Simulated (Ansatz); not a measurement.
Band-structure calculation, with input and output: Al₂Ru

System: Al₂Ru (Fddd, 6 atoms in the cell).
Method: DFT PBEsol, scalar-relativistic, plane waves, PAW, no spin polarisation (Ansatz 0.2.0).

The structure derives from a Materials Project entry.

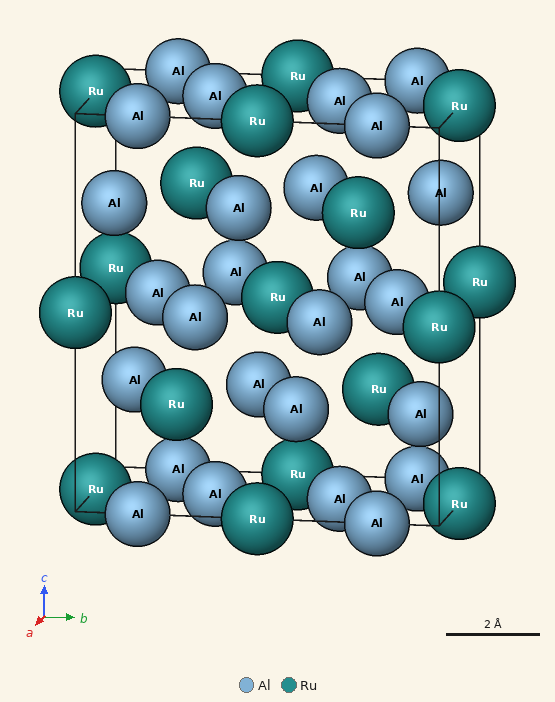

**Figure 1.** The structure as given in the input (spheres-only view of the cell 4 times as large as that of the calculation, set on its symmetry axes, seen slightly off an axis).

**Input**
```yaml
crystal:
  lattice:
    - [0.0, 3.9876480409, 4.3850793491]
    - [2.3505690921, 0.0, 4.3850793491]
    - [2.3505690921, 3.9876480409, 0.0]
  atoms:
    - { symbol: Al, position: [0.0789481736, 0.4210518264, 0.0789481736] }
    - { symbol: Al, position: [0.4210518264, 0.0789481736, 0.4210518264] }
    - { symbol: Al, position: [0.1710518264, 0.8289481736, 0.1710518264] }
    - { symbol: Al, position: [0.8289481736, 0.1710518264, 0.8289481736] }
    - { symbol: Ru, position: [0.75, 0.75, 0.75] }
    - { symbol: Ru, position: [0.5, 0.5, 0.5] }
basis:
  ecutwfc: 420
kpoints:
  mp_grid: { grid: [10, 10, 10] }
  band_path:
    path:
      - [[0.0, 0.0, 0.0], [0.5, 0.0, 0.5], [1.0, 0.5, 0.5], [0.5, 0.5, 0.0], [0.0, 0.0, 0.0], [0.0, 0.4087007, 0.4087007]]
      - [[1.0, 0.5912993, 0.5912993], [1.0, 0.5, 0.5]]
      - [[0.5, 0.0, 0.5], [0.5, 0.23496766, 0.73496766]]
      - [[0.5, 0.76503234, 0.26503234], [0.5, 0.5, 0.0]]
    npoints: 14
hamiltonian:
  xc: pbesol
scf:
  occupations: { method: gaussian, width: 0.01 }
  n_extra_bands: 15
output:
  forces: true
  stress: true
  eigenvalues: true
  populations: true
  dos: { projected: true, de: 0.02, nscf_kmesh: { grid: [15, 15, 15] } }
  bader: true
  write_density: true
  write_potential: true
  elf: true
  volumetric_format: npy
```

Hardware: 1 thread of Intel Xeon @ 2.50GHz (Skylake/Cascade Lake), 192 GiB of memory available, shared host.

Launched with:
```bash
ansatz run input.yaml --threads 1 --pin off --max-ram 2560MiB --backend cpu --events-out ev --progress --plain --runs-dir out
```

**The program's output**
```
scf.n_extra_bands = 15 over 22 filled bands (N_el = 44.0): the run solves 37 bands
Engine: ansatz 0.2.0, x86_64-unknown-linux-gnu
Pseudopotentials: kind: paw
Pseudopotential: Al, paw, valence charge 3, recommended cutoff 420 eV (normal), Al.paw.azcp
Pseudopotential: Ru, paw, valence charge 16, recommended cutoff 420 eV (normal), Ru.paw.azcp
Functional definition: PBEsol
  exchange = pbesol_x
  correlation = pbesol_c
Crystal: 6 atoms, lattice volume = 82.205 Å³
Basis set: ecut = 420 eV, 1621 PW (Γ), exchange–correlation on 80×72×64 points (8 copies of the dense FFT grid, shifted against one another)
Bands: 37, of which v1, the nominal top of the filled ones, is band 22 counted from 1 (21 counted from 0)
Symmetry: 8 space group operations
Space group: Fddd (ITA 70), of the structure as read, at distance tolerance 4.3e-5 Å
k-points: 171 of 1000
Non-local potential: Al, projectors of the file, l = 0: 2, l = 1: 2, l = 2: 1
Non-local potential: Ru, projectors of the file, l = 0: 3, l = 1: 2, l = 2: 2, l = 3: 1
PAW form: soft (Blöchl's): semilocal exchange-correlation on the pseudo side does not see the compensation charge
PAW frozen core: Al, regenerated for the run's functional, and the local potential with it (the file was generated under x = pbe(κ = 0.804, μ = 0.2195149727645171), c = pbe(β = 0.06672455060314922))
PAW frozen core: Ru, regenerated for the run's functional, and the local potential with it (the file was generated under x = pbe(κ = 0.804, μ = 0.2195149727645171), c = pbe(β = 0.06672455060314922))
PAW one-centre angular grid: Al, 110 points (default); XC on 64 Gauss nodes
PAW one-centre angular grid: Ru, 590 points (default); XC on 64 Gauss nodes
Initial density: superposition of atomic densities (neutral atoms: chi_scale 0, normalization atom), corrected by the library's trained network
Initial wavefunctions: pseudopotential atomic-orbital guess
Functional: x = pbesol(κ = 0.804, μ = 0.12345679012345678), c = pbesol(β = 0.046)
SCF iter   1: F=—  HF=-13735.327177 eV  |F-HF|=—  |Δ(HF+E_count)|=         —  Δρ=6.19e-3  dr2=3.12e-2  ethr=1.77e-3  ⟨swp⟩=5.6  Hψ=28485  notcnv=0  defer=441
preconditioner: auto → none  [insulator: Δε(μ)=0.162 eV  Ē_g=9.756 eV  σ=0.010 eV  W_gap=1.00  n_scr=16 (ndim 8)  ℏωp=21.7 eV  f_vac=0.000  D(μ)=0.00/eV (n_scr^D=0)  ε∞_Penn≈5.9]
SCF iter   2: F=—  HF=-13735.320918 eV  |F-HF|=—  |Δ(HF+E_count)|=   6.26e-3  Δρ=2.42e-3  dr2=4.78e-3  ethr=7.08e-5  ⟨swp⟩=2.3  Hψ=9586  notcnv=0  defer=1504
SCF iter   3: F=—  HF=-13735.320309 eV  |F-HF|=—  |Δ(HF+E_count)|=   6.09e-4  Δρ=3.71e-4  dr2=5.48e-5  ethr=1.09e-5  ⟨swp⟩=2.1  Hψ=7198  notcnv=0  defer=1527
SCF iter   4: F=—  HF=-13735.320282 eV  |F-HF|=—  |Δ(HF+E_count)|=   2.71e-5  Δρ=9.94e-5  dr2=4.07e-6  ethr=1.25e-7  ⟨swp⟩=2.0  Hψ=8246  notcnv=0  defer=1527
iter 5 did not close the SCF: its close was put off for the readings that it lacked (scf_convergence_deferred on its scf_iter line)
SCF iter   5: F=-13735.320282 eV  HF=-13735.320282 eV  |F-HF|=1.68e-8  |Δ(HF+E_count)|=   2.53e-7  Δρ=1.36e-5  dr2=7.76e-8  ethr=9.25e-9  ⟨swp⟩=2.2  Hψ=7114  notcnv=0  defer=1527
SCF iter   6: F=-13735.320282 eV  HF=-13735.320282 eV  |F-HF|=8.44e-10  |Δ(HF+E_count)|=   7.99e-9  Δρ=2.97e-6  dr2=3.36e-9  ethr=1.76e-10  ⟨swp⟩=11.5  Hψ=44773  notcnv=0
SCF 1 converged in 6 iterations: F = -13735.320282 eV  dr2 = 3.36e-9
  greatest PAW one-centre occupation: 0.999 electrons in one spin orbital (limit 2), on the Ru atom at site 5 (counted from 0), in its partial waves of l = 0
```

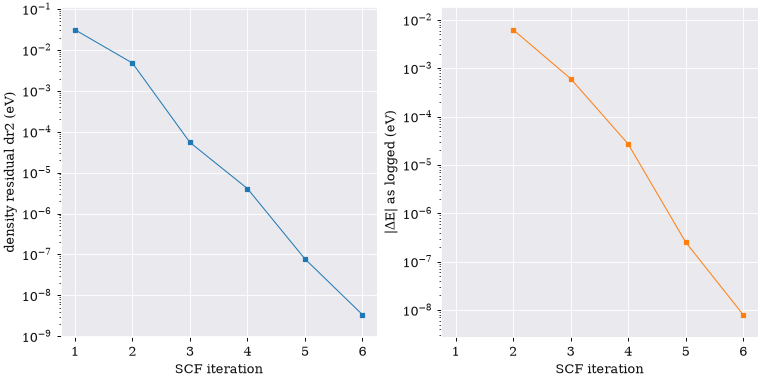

**Figure 2.** Convergence of the self-consistent field: density residual dr2 and size of the energy change against the SCF iteration. The residual falls at every step.

```
NSCF: frozen V_eff on 116 k-points
NSCF: frozen V_eff on 512 k-points
SCF converged after 6 iterations
Free energy (F): -13735.320282 eV
Harris-Foulkes:  -13735.320282 eV  (|F-HF|=8.44e-10)
Internal energy: -13735.320282 eV  (E = F + TS)
E sigma→0 (E₀):  -13735.320282 eV
Fermi energy:    14.172085 eV
--- Per-component energies (eV) ---
  E_band       = -288.709763
  E_kinetic    = 1133.846933
  E_local      = -4201.909178  (includes V_loc(G=0)·N_el)
  E_nonlocal   = 732.962287
  E_hartree    = 1554.823837
  E_xc         = -542.196677
  E_vxc        = -601.270272  (∫ρ·V_xc dr)
  E_paw        = -8620.114543  (= ΣΔE_a)
  E_vpaw       = -461.984096  (= ΣTr[D̂ρ^β])
  E_aug_tail   = -0.000400  (compensation charges beyond the density's cutoff)
  E_ewald      = -3793.315689
  E_core_change = 0.583148  (= ΣΔE_core)
  E_smearing   = -0.000000  (= −TS)
  E_closure    = -0.000000  (closes the sum)
  Σ components = -13735.320282   (vs F -13735.320282, Δ=0.00e0)
--- Forces (eV/Å), atoms counted from 1 ---
  atom   1  Al     0.00000000    -0.00196130     0.00000000
  atom   2  Al    -0.00000000     0.00196130     0.00000000
  atom   3  Al     0.00000000     0.00196130     0.00000000
  atom   4  Al    -0.00000000    -0.00196130     0.00000000
  atom   5  Ru     0.00000000     0.00000000     0.00000000
  atom   6  Ru     0.00000000     0.00000000     0.00000000
  max |Σ_I F_I| component: 6.94e-18 eV/Å
--- Stress (GPa, compression-positive) ---
        0.009041       0.000000       0.000000
        0.000000       0.010401       0.000000
        0.000000       0.000000      -0.008512
  P = ⅓ Tr σ = 0.0036 GPa (0.036 kbar)
--- Band table (eV; the first three rows and the last of 171) ---
  k-point 0: bands = ["-58.3681", "-58.3552", "-28.5294", "-28.4452", "-28.4424", "-28.3930", "-28.3814", "-28.3767", "3.0668", "7.8851", "9.4532", "9.4992", "9.9859", "10.4651", "10.6599", "10.6874", "10.8386", "11.1718", "12.1170", "12.8812", "12.9012", "14.1306", "15.8130", "16.4213", "16.4892", "16.7272", "16.9110", "17.5607", "17.6749", "18.0639", "18.7878", "19.1738", "20.6148", "22.3669", "22.9523", "26.8105", "26.9325"]
  k-point 1: bands = ["-58.3678", "-58.3554", "-28.5284", "-28.4517", "-28.4371", "-28.3934", "-28.3814", "-28.3766", "3.1854", "7.8893", "9.0770", "9.5192", "9.7275", "10.6461", "10.6950", "10.8599", "11.0313", "11.2266", "12.0308", "12.8072", "12.9098", "13.6270", "15.7052", "15.8943", "16.4167", "16.6504", "16.9086", "17.8485", "18.3491", "18.6708", "19.2128", "19.2999", "20.5435", "22.6289", "23.1561", "26.0020", "26.6047"]
  k-point 2: bands = ["-58.3671", "-58.3561", "-28.5255", "-28.4598", "-28.4324", "-28.3941", "-28.3819", "-28.3763", "3.5361", "7.8529", "8.4702", "9.2694", "9.7233", "10.5525", "10.6510", "11.0384", "11.2164", "11.7191", "11.9646", "12.5523", "12.7685", "12.9841", "15.0248", "15.7597", "16.2785", "16.3842", "17.4119", "18.1266", "19.0331", "19.5828", "19.8806", "20.5185", "21.0297", "22.7545", "23.4113", "24.9625", "25.7432"]
  k-point 170: bands = ["-58.3616", "-58.3616", "-28.4874", "-28.4874", "-28.4275", "-28.4275", "-28.3709", "-28.3709", "5.0014", "5.0014", "8.9306", "8.9306", "10.3761", "10.3761", "10.6220", "10.6220", "11.7864", "11.7864", "12.5394", "12.5394", "12.7788", "12.7788", "16.3852", "16.3852", "16.6051", "16.6051", "17.7655", "17.7655", "18.8554", "18.8554", "20.4702", "20.4702", "21.3947", "21.3947", "23.3233", "23.3233", "23.6650"]
--- Löwdin populations: 6 sites ---
  site symbol       q [e]
     0     Al      2.9320
     1     Al      2.9320
     2     Al      2.9320
     3     Al      2.9320
     4     Ru     16.0060
     5     Ru     16.0060
  spilling = 0.005914 (of n_electrons = 44.000000)
--- Bader charges: 6 sites ---
  site symbol  charge [e]  shift [e]
     0     Al      1.5713     0.0003
     1     Al      1.5712     0.0003
     2     Al      1.5712     0.0003
     3     Al      1.5712     0.0003
     4     Ru     -3.1424     0.0006
     5     Ru     -3.1425     0.0006
  estimated error of the sums over rays = 6.3e-4 e
```

**File bader_charges.tsv**
```
# site	symbol	x_ang	y_ang	z_ang	partial_charge_e	electrons	volume_ang3	relative_density_drop	shared_charge_e	partial_wave_shift_e
# quadrature_error_electrons = 6.3e-4
0	Al	1.1753	0.6296	2.1925	1.57126	11.42874	7.17	-	1.57126	0.00029
1	Al	1.1753	3.3580	2.1925	1.57125	11.42875	7.17	-	1.57125	0.00029
2	Al	2.3506	1.3642	4.3851	1.57125	11.42875	7.17	-	1.57125	0.00029
3	Al	2.3506	6.6111	4.3851	1.57119	11.42881	7.17	-	1.57119	0.00029
4	Ru	3.5259	5.9815	6.5776	-3.14242	47.14242	26.76	-	-3.14242	0.00058
5	Ru	2.3506	3.9876	4.3851	-3.14253	47.14253	26.76	-	-3.14253	0.00058
```

**File populations.tsv**
```
# site	symbol	l	j	q
# orbitals = lowdin
# n_electrons = 44.000000
# spilling = 0.005914
0	Al	0_3S	-	0.772054
0	Al	1_3P	-	2.159916
1	Al	0_3S	-	0.772054
1	Al	1_3P	-	2.159916
2	Al	0_3S	-	0.772054
2	Al	1_3P	-	2.159916
3	Al	0_3S	-	0.772054
3	Al	1_3P	-	2.159916
4	Ru	0_4S	-	1.914274
4	Ru	0_5S	-	0.443365
4	Ru	1_4P	-	5.984225
4	Ru	2_4D	-	7.664095
5	Ru	0_4S	-	1.914274
5	Ru	0_5S	-	0.443365
5	Ru	1_4P	-	5.984225
5	Ru	2_4D	-	7.664095
```

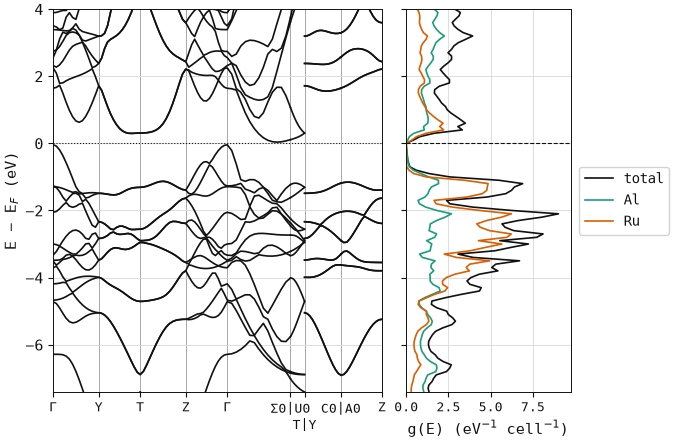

**Figure 3.** Band structure along Γ–Y–T–Z–Γ–Σ0|U0–T|Y–C0|A0–Z and density of states (projected on Löwdin-orthogonalised atomic shells), with energies from the Fermi level.

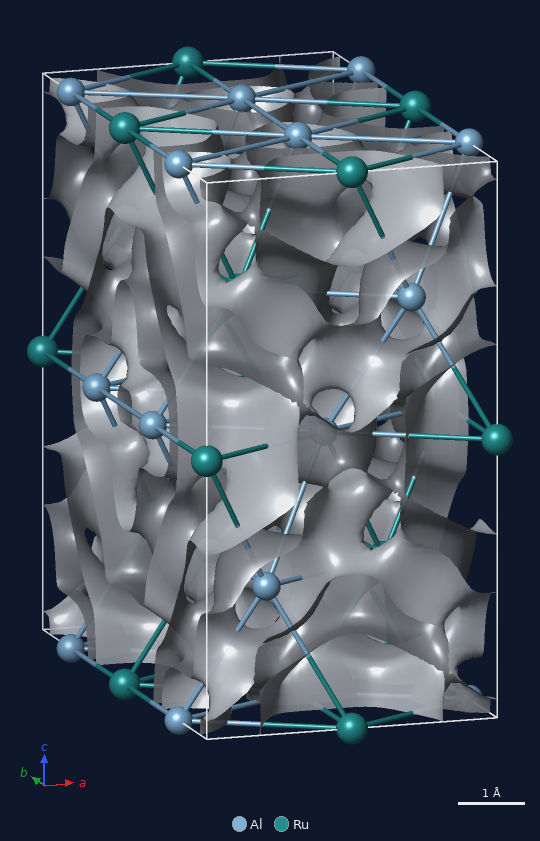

**Figure 4.** Isosurface of the ELF at 0.45 (grey), seen slightly off an axis. Only the valence region is drawn (cores and ρ < 0.01 e/Å³ removed). Sticks mark near contacts. The outline is the cell set on symmetry axes. Profiles from the grid: Al–Ru (2.57 Å): the ELF is about 0.40 at the midpoint. Al–Al (2.59 Å): the ELF peaks at about 0.65 between the atoms. The fields are those of the smooth PAW valence density.

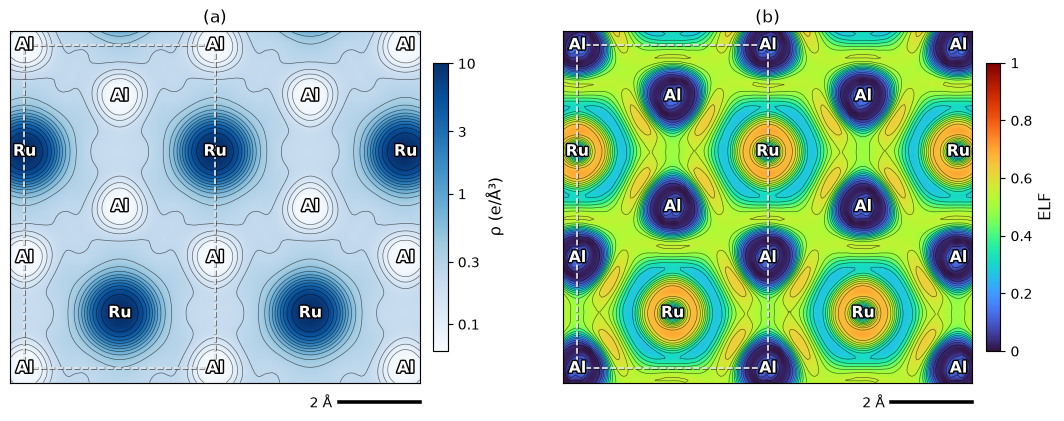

**Figure 5.** (a) valence electron density; (b) electron localisation function on the (001) plane of the conventional cell. Al–Ru (2.62 Å): ρ at the midpoint is about 0.35 e/Å³; the ELF is about 0.40 at the midpoint. Al–Al (2.67 Å): the density is about 0.23 e/Å³ at the midpoint; the ELF is about 0.50 at the midpoint. Al–Ru (2.72 Å): ρ is about 0.33 e/Å³ halfway; the ELF is about 0.40 at the midpoint. Al–Al (2.73 Å): ρ is about 0.2 e/Å³ halfway; the ELF is about 0.50 at the midpoint. Away from the nuclei the density in this plane falls to 0.2 e/Å³ at its lowest. The strong features right at Ru lie inside the PAW spheres (semicore, d or f shells) and say nothing about bonding.

**Key numbers**

| quantity | value |
| --- | --- |
| outcome | converged |
| space group (tolerance 0.01 Å) | Fddd (70) |
| electrons treated | 44 |
| free energy | −13735.3203 eV |
| Fermi energy | 14.172 eV |
| gap on the k-point mesh | 0.08 eV |
| gap on the band path | 0.08 eV |
| pressure | 0.00 GPa |
| largest force (length of the vector) | 0.002 eV/Å |
| wall time | 4 min |
| peak memory | 1.1 GiB |
